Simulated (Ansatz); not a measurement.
**Two runs on Mo$_{6}$Se$_{13}$**

System: Mo$_{6}$Se$_{13}$ (defect cell, 38 atoms in the cell, total charge −1).
Method of run A: DFT PBE, scalar-relativistic, plane waves, PAW, spin-polarised (Ansatz 0.2.0).

The structure derives from a Materials Project entry. Text and figures count atoms from 1; the logs count them from 0 in places.

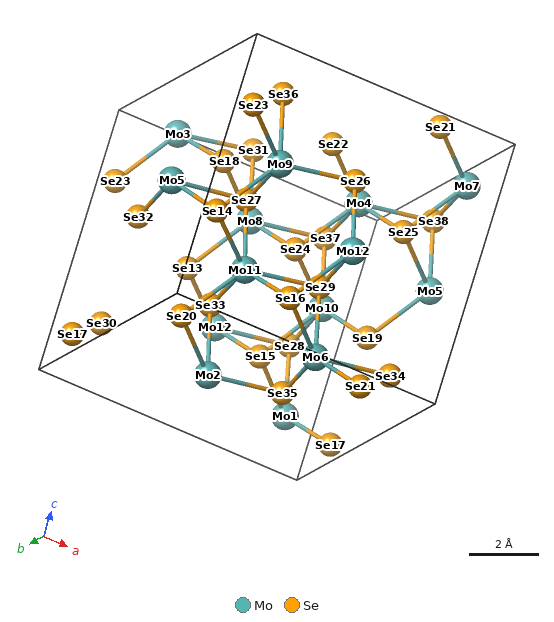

The structure as given in the input (ball-and-stick view of the cell of the calculation, seen at an oblique angle; atoms are numbered from 1 in the order of the input). An atom can appear more than once, as a periodic image. Near neighbours in the periodic cell (some may lie outside the picture): Mo has 6 Se at 2.52 to 2.55 Å; Se has 3 Mo at 2.54 to 2.55 Å; Se has 2 Mo at 2.52 Å.

## The input, run A
```yaml
crystal:
  lattice:
    - [-4.9814417626, 4.7933945709, -7.4957540085]
    - [6.6419223501, 1.9173578284, -7.4957540085]
    - [-1.6604805875, -6.7107523993, -7.4957540085]
  atoms:
    - { symbol: Mo, position: [0.8721674725, 0.9504254057, 0.1771561414] }
    - { symbol: Mo, position: [0.4119638673, 0.561771526, 0.0260136263] }
    - { symbol: Mo, position: [0.1774967012, 0.875301087, 0.9468064408] }
    - { symbol: Mo, position: [0.7173925923, 0.4870786303, 0.7952865369] }
    - { symbol: Mo, position: [0.0233099875, 0.4106290109, 0.5658100211] }
    - { symbol: Mo, position: [0.641440383, 0.2558541308, 0.1024632457] }
    - { symbol: Mo, position: [0.9486170918, 0.1799019215, 0.8712387462] }
    - { symbol: Mo, position: [0.4845985216, 0.7951207788, 0.7198416902] }
    - { symbol: Mo, position: [0.2566592404, 0.1044570748, 0.6384446755] }
    - { symbol: Mo, position: [0.792960287, 0.7159582396, 0.4906857024] }
    - { symbol: Mo, position: [0.3368395485, 0.3314218255, 0.331342855] }
    - { symbol: Mo, position: [0.5659955363, 0.0230600601, 0.4105053942] }
    - { symbol: Se, position: [0.361498084, 0.8999596224, 0.5153442378] }
    - { symbol: Se, position: [0.1304360964, 0.2105717628, 0.4360797797] }
    - { symbol: Se, position: [0.6721102243, 0.8206951643, 0.2842822502] }
    - { symbol: Se, position: [0.4407864539, 0.127889611, 0.2075455214] }
    - { symbol: Se, position: [0.9786400327, 0.7491149831, 0.0542227009], spin: 0.167 }
    - { symbol: Se, position: [0.2822336258, 0.6688976348, 0.8259563782] }
    - { symbol: Se, position: [0.9003765471, 0.5171015711, 0.3644995985], spin: 0.167 }
    - { symbol: Se, position: [0.2106534447, 0.4388380855, 0.1324861865], spin: 0.167 }
    - { symbol: Se, position: [0.746289246, 0.0545780295, 0.9753011329] }
    - { symbol: Se, position: [0.516116491, 0.3599165176, 0.9001353998] }
    - { symbol: Se, position: [0.0536993676, 0.9792479924, 0.7432742264] }
    - { symbol: Se, position: [0.5894280725, 0.592160906, 0.5946326078] }
    - { symbol: Se, position: [0.8214549791, 0.2847507844, 0.6699626448] }
    - { symbol: Se, position: [0.5099716805, 0.0484332189, 0.6638178343] }
    - { symbol: Se, position: [0.2787971414, 0.3588902006, 0.584454054] }
    - { symbol: Se, position: [0.8204286621, 0.9690694386, 0.4326432953] }
    - { symbol: Se, position: [0.5897637703, 0.2768240843, 0.3565032946] }
    - { symbol: Se, position: [0.1238233934, 0.8941552599, 0.1993505366], spin: 0.167 }
    - { symbol: Se, position: [0.4306079001, 0.8172586799, 0.974274816] }
    - { symbol: Se, position: [0.0455043828, 0.6622849318, 0.5095398753], spin: 0.167 }
    - { symbol: Se, position: [0.3556937214, 0.5839659212, 0.2776695472], spin: 0.167 }
    - { symbol: Se, position: [0.8953768051, 0.2036830707, 0.1243511331] }
    - { symbol: Se, position: [0.6652215323, 0.5089665177, 0.0492229589] }
    - { symbol: Se, position: [0.2026571408, 0.1282253088, 0.8922086997] }
    - { symbol: Se, position: [0.7383625458, 0.7411186793, 0.7436099242] }
    - { symbol: Se, position: [0.9705049792, 0.4338383435, 0.8190676861] }
  host:
    lattice:
      - [1.6604805875, 0.9586789142, 7.4957540085]
      - [-1.6604805875, 0.9586789142, 7.4957540085]
      - [0.0, -1.9173578284, 7.4957540085]
    atoms:
      - { symbol: Mo, position: [0.6667793177, 0.6667793177, 0.6667793177] }
      - { symbol: Se, position: [0.4076473822, 0.4076473822, 0.4076473822] }
      - { symbol: Se, position: [0.2592403, 0.2592403, 0.2592403] }
total_charge: -1
basis:
  ecutwfc: 420
  xc_grid: 2
kpoints:
  mp_grid: { grid: [2, 2, 2], shift: [0.5, 0.5, 0.5] }
hamiltonian:
  xc: pbe
scf:
  occupations: { method: gaussian, width: 0.01 }
output:
  forces: true
  stress: false
  eigenvalues: true
  populations: true
  charged_corrections:
    defect_position: [0.10245145, 0.64091299, 0.25629761]
    epsilon: [[15.0096, 0.0, 0.0], [0.0, 15.0096, 0.0], [0.0, 0.0, 4.1627]]
  write_density: true
  write_potential: true
  elf: true
  volumetric_format: npy
magnetization:
  spin_polarized: true
relax:
  adjacent_minimum: "off"
  f_tol: 0.025
  max_steps: 45
```

Command:
```bash
ansatz run input.yaml --threads 4 --pin off --max-ram 10240MiB --backend cpu --events-out ev --progress --plain --runs-dir out
```

Hardware: 4 threads of Intel Xeon (Granite Rapids), 32 GiB of memory available, shared host.

## Output, shortened to warnings, some set-up lines, iterations and results (run A)
```
Basis set: ecut = 420 eV, 18133 PW (Γ), exchange–correlation on 144×144×144 points (8 copies of the dense FFT grid, shifted against one another)
Symmetry: 3 space group operations
k-points: 2 of 8 (time reversal used)
Initial density: superposition of atomic densities (chi_scale 0.1, normalization cell)
[...]
SCF iter   1: F=—  HF=-201688.389283 eV  |F-HF|=—  |Δ(HF+E_count)|=         —  Δρ=3.30e-2 (↑3.20e-2 ↓3.30e-2)  dr2=6.00e1  dr2_m=1.62e-2  M=0.873 μB ∫|m|=0.925 μB  β_m=0.30  …
SCF iter   2: F=—  HF=-201681.836918 eV  |F-HF|=—  |Δ(HF+E_count)|=    6.55e0  Δρ=1.87e-2 (↑1.75e-2 ↓1.87e-2)  dr2=1.49e1  dr2_m=1.94e-2  M=1.448 μB ∫|m|=1.481 μB  β_m=0.45  …
SCF iter   3: F=—  HF=-201679.914514 eV  |F-HF|=—  |Δ(HF+E_count)|=    1.92e0  Δρ=6.33e-3 (↑6.13e-3 ↓6.33e-3)  dr2=1.87e0  dr2_m=2.46e-2  M=2.286 μB ∫|m|=2.331 μB  β_m=0.69  …
SCF iter   4: F=—  HF=-201679.906133 eV  |F-HF|=—  |Δ(HF+E_count)|=   8.38e-3  Δρ=4.44e-3 (↑3.93e-3 ↓4.44e-3)  dr2=1.83e0  dr2_m=2.17e-3  M=2.517 μB ∫|m|=2.596 μB  β_m=0.56  …
SCF iter   5: F=—  HF=-201679.753842 eV  |F-HF|=—  |Δ(HF+E_count)|=   1.52e-1  Δρ=1.98e-3 (↑1.98e-3 ↓1.73e-3)  dr2=2.28e-1  dr2_m=7.83e-3  M=3.000 μB ∫|m|=3.093 μB  β_m=0.54  …
[... 35 lines ...]
SCF iter  11: F=—  HF=-201679.788664 eV  |F-HF|=—  |Δ(HF+E_count)|=   7.40e-8  Δρ=9.13e-7 (↑7.11e-7 ↓9.13e-7)  dr2=6.59e-8  dr2_m=9.81e-10  M=3.500 μB ∫|m|=3.657 μB  β_m=0.92 …
SCF iter  12: F=—  HF=-201679.788664 eV  |F-HF|=—  |Δ(HF+E_count)|=   3.30e-8  Δρ=1.50e-6 (↑1.23e-6 ↓1.50e-6)  dr2=2.03e-7  dr2_m=6.93e-10  M=3.500 μB ∫|m|=3.657 μB  β_m=0.70 …
SCF iter  13: F=-201679.788664 eV  HF=-201679.788664 eV  |F-HF|=3.04e-8  |Δ(HF+E_count)|=   1.90e-8  Δρ=6.82e-7 (↑3.81e-7 ↓6.82e-7)  dr2=3.59e-8  dr2_m=2.64e-10  M=3.500 μB …
SCF 3 converged in 13 iterations: F = -201679.788664 eV  dr2 = 3.59e-8
relax step   3: F+E_penalty+E_count = -201679.78866352 eV  Δ(F+E_penalty+E_count) = -1.070e-2 eV  max|allowed force component| = 1.518e-2 eV/Å  Δτ_max = 0.0198 Å  (13 SCF …
SCF converged after 13 iterations
Magnetization: 3.5000 μB (294.2500 up, 290.7500 down)
Absolute magnetization: 3.6038 μB (∫|ρ↑−ρ↓|, with the PAW one-centre terms)
Spin contamination: 0.0185 ħ² per cell (⟨S²⟩ above its minimum at these occupations)
Per-site moments (μB) at R_I (Å): [(0.1966481964517271, 1.0386675063117996), (0.1966481964517275, 1.0386675063117996), (0.1833131920869477, 1.0392057164719022), (0.01819923836628932, 1.0479727871147912), (0.19664819645172715, 1.0386675063117998), (0.018199238366289106, 1.0479727871147904), …
Free energy (F): -201679.788664 eV
Harris-Foulkes:  -201679.788664 eV  (|F-HF|=3.04e-8)
Internal energy: -201679.788663 eV  (E = F + TS)
E sigma→0 (E₀):  -201679.788663 eV
Entropy (-TS):   -0.000001 eV (-0.000 meV/atom)
Fermi energy:    9.435934 eV
--- Per-component energies (eV) ---
  E_band       = -12177.388103
  E_kinetic    = 8386.872593
  E_local      = -97885.810073  (includes V_loc(G=0)·N_el)
  E_nonlocal   = -13764.849952
  E_hartree    = 46220.411438
  E_xc         = -4921.701605
  E_vxc        = -5314.213144  (∫ρ·V_xc dr)
  E_paw        = -88112.534432  (= ΣΔE_a)
  E_vpaw       = 3959.801149  (= ΣTr[D̂ρ^β])
  E_aug_tail   = -0.014634  (compensation charges beyond the density's cutoff)
  E_ewald      = -51602.161998
  E_smearing   = -0.000001  (= −TS)
[...]
```

For run B the input was changed thus:
```diff
-total_charge: -1
+total_charge: 1
```

How does run B compare with run A?

The total energies belong to different systems, so their difference says nothing on which is more stable or more accurate. The net moment of the cell goes from 3.50 to 1.50 μB. A charged cell is computed with a uniform neutralising background, so its energy and pressure depend on the cell and aren't those of a real crystal. The SCF takes 57 iterations over all geometry steps against 39. On the same kind of shared host run B took about 1.5 times as long.

## Output, shortened to warnings, some set-up lines, iterations and results (run B)
```
Basis set: ecut = 420 eV, 18133 PW (Γ), exchange–correlation on 144×144×144 points (8 copies of the dense FFT grid, shifted against one another)
Symmetry: 3 space group operations
k-points: 2 of 8 (time reversal used)
Initial density: superposition of atomic densities (chi_scale 0.1, normalization cell)
[...]
SCF iter   1: F=—  HF=-201707.508886 eV  |F-HF|=—  |Δ(HF+E_count)|=         —  Δρ=3.02e-2 (↑3.02e-2 ↓3.01e-2)  dr2=5.07e1  dr2_m=1.56e-2  M=1.000 μB ∫|m|=1.142 μB  β_m=0.30  …
SCF iter   2: F=—  HF=-201700.621235 eV  |F-HF|=—  |Δ(HF+E_count)|=    6.89e0  Δρ=1.47e-2 (↑1.43e-2 ↓1.47e-2)  dr2=1.07e1  dr2_m=1.95e-2  M=1.500 μB ∫|m|=1.553 μB  β_m=0.38  …
SCF iter   3: F=—  HF=-201698.949139 eV  |F-HF|=—  |Δ(HF+E_count)|=    1.67e0  Δρ=7.75e-3 (↑7.60e-3 ↓7.75e-3)  dr2=3.60e0  dr2_m=7.11e-3  M=1.511 μB ∫|m|=1.584 μB  β_m=0.67  …
SCF iter   4: F=—  HF=-201698.441496 eV  |F-HF|=—  |Δ(HF+E_count)|=   5.08e-1  Δρ=2.56e-3 (↑2.56e-3 ↓2.52e-3)  dr2=7.00e-1  dr2_m=2.94e-4  M=1.500 μB ∫|m|=1.637 μB  β_m=0.66  …
SCF iter   5: F=—  HF=-201698.422168 eV  |F-HF|=—  |Δ(HF+E_count)|=   1.93e-2  Δρ=2.10e-3 (↑2.10e-3 ↓2.05e-3)  dr2=4.87e-1  dr2_m=8.78e-5  M=1.500 μB ∫|m|=1.646 μB  β_m=0.59  …
[... 55 lines ...]
SCF iter   6: F=—  HF=-201698.415939 eV  |F-HF|=—  |Δ(HF+E_count)|=   6.51e-7  Δρ=3.97e-6 (↑3.82e-6 ↓3.97e-6)  dr2=1.57e-6  dr2_m=4.93e-9  M=1.500 μB ∫|m|=1.682 μB  β_m=0.53  …
SCF iter   7: F=—  HF=-201698.415939 eV  |F-HF|=—  |Δ(HF+E_count)|=   8.54e-8  Δρ=1.24e-6 (↑1.24e-6 ↓1.20e-6)  dr2=9.49e-8  dr2_m=2.22e-9  M=1.500 μB ∫|m|=1.682 μB  β_m=0.63  …
SCF iter   8: F=-201698.415939 eV  HF=-201698.415939 eV  |F-HF|=1.72e-9  |Δ(HF+E_count)|=   4.60e-8  Δρ=6.76e-7 (↑6.39e-7 ↓6.76e-7)  dr2=3.22e-8  dr2_m=4.86e-10  M=1.500 μB …
SCF 4 converged in 8 iterations: F = -201698.415939 eV  dr2 = 3.22e-8
relax step   4: F+E_penalty+E_count = -201698.41593932 eV  Δ(F+E_penalty+E_count) = -5.723e-4 eV  max|allowed force component| = 7.940e-3 eV/Å  Δτ_max = 0.0070 Å  (8 SCF …
SCF converged after 8 iterations
Magnetization: 1.5000 μB (292.2500 up, 290.7500 down)
Absolute magnetization: 1.6373 μB (∫|ρ↑−ρ↓|, with the PAW one-centre terms)
Spin contamination: 0.0168 ħ² per cell (⟨S²⟩ above its minimum at these occupations)
Per-site moments (μB) at R_I (Å): [(-0.00017512693811239696, 1.0383624502369864), (-0.00017512693811230022, 1.038362450236987), (-0.0004120243133594598, 1.0384347939841336), (0.014959061350785228, 1.0478872321748238), (-0.00017512693811274997, 1.0383624502369857), (0.014959061350784947, …
Free energy (F): -201698.415939 eV
Harris-Foulkes:  -201698.415939 eV  (|F-HF|=1.72e-9)
Internal energy: -201698.414011 eV  (E = F + TS)
E sigma→0 (E₀):  -201698.414975 eV
Entropy (-TS):   -0.001928 eV (-0.051 meV/atom)
Fermi energy:    9.249000 eV
--- Per-component energies (eV) ---
  E_band       = -12232.347728
  E_kinetic    = 8348.253238
  E_local      = -97496.861022  (includes V_loc(G=0)·N_el)
  E_nonlocal   = -13764.503316
  E_hartree    = 46005.353926
  E_xc         = -4898.394195
  E_vxc        = -5283.720498  (∫ρ·V_xc dr)
  E_paw        = -88114.712847  (= ΣΔE_a)
  E_vpaw       = 3953.789027  (= ΣTr[D̂ρ^β])
  E_aug_tail   = -0.014615  (compensation charges beyond the density's cutoff)
  E_ewald      = -51777.535181
  E_smearing   = -0.001928  (= −TS)
[...]
```

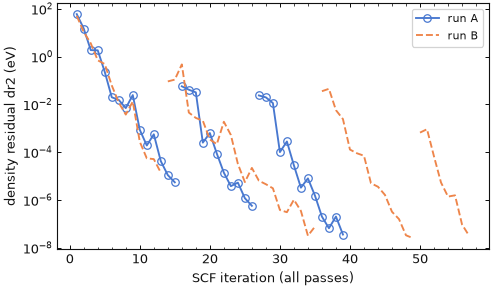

Convergence of the two runs: density residual dr2 against the SCF iteration. A break in a curve parts two SCF passes. Run A takes 39 iterations in all, and run B takes 57.

## The two runs side by side

| quantity | run A | run B |
| --- | --- | --- |
| outcome | converged | converged |
| free energy per atom (eV) | −5307.3629 | −5307.8531 |
| gap on the mesh (eV) | 0.00 | 0.00 |
| net moment of the cell (μB) | 3.50 | 1.50 |
| absolute moment of the cell (μB) | 3.60 | 1.64 |
| largest force (eV/Å) | 0.015 | 0.008 |
| SCF iterations | 39 | 57 |
| irreducible k-points | 2 | 2 |
| wall time (shared host) | 2.8 min | 4.1 min |

For both runs: The cell is charged and computed with a neutralising background, so its energy and pressure depend on the cell and aren't those of a real crystal.
